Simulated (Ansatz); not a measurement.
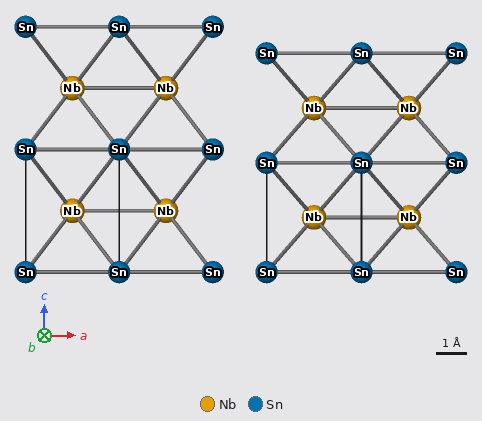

Two geometries of solid NbSn (built on the CuAu (L1_0)_123 type) (coarse preliminary run), drawn at one scale. One is the start of a relaxation, the other its converged end. Style: ball-and-stick. Shown: the cell of the calculation, repeated 2 × 1 × 2 with one cell outlined, along the b axis.

Theory: DFT PBE, scalar-relativistic, plane waves, PAW in Ansatz 0.2.0. (plane-wave cutoff 420 eV; k-point mesh 6 × 6 × 4; occupations gaussian; smearing width 0.1 eV; no spin polarisation; cell and atoms relaxed; force threshold 0.04 eV/Å; at most 70 steps)

> Which of the two is the end point?

The right one is the relaxed one. Case: CuAu (L1_0) type (P4/mmm, No. 123). No atom moves by more than 0.005 Å relative to the cell. The drawn cell changes as follows: a = b 3.214 → 3.259 Å (+1.4 %), c 4.213 → 3.757 Å (−10.8 %); the volume changes by −8.3 %. Near-neighbour distances that change, for instance: Nb–Sn 3.099 → 2.973 Å, Sn–Sn 3.214 → 3.259 Å, Nb–Nb 3.214 → 3.259 Å. The space group stays P4/mmm (No. 123). Over 4 accepted moves (5 points after the start) the energy falls by 0.151 eV per cell of the calculation. All forces vanish by symmetry, so only the cell relaxes. Pressure: −8.08 GPa at the start and 0.07 GPa at the end. The SCF was repeated once at an unchanged geometry on a basis and grid sized afresh for the cell, which shifted the energy by 0.6 meV per cell of the calculation at most.

Limits of the set-up: the k-point mesh is coarse for a cell with partly filled bands.
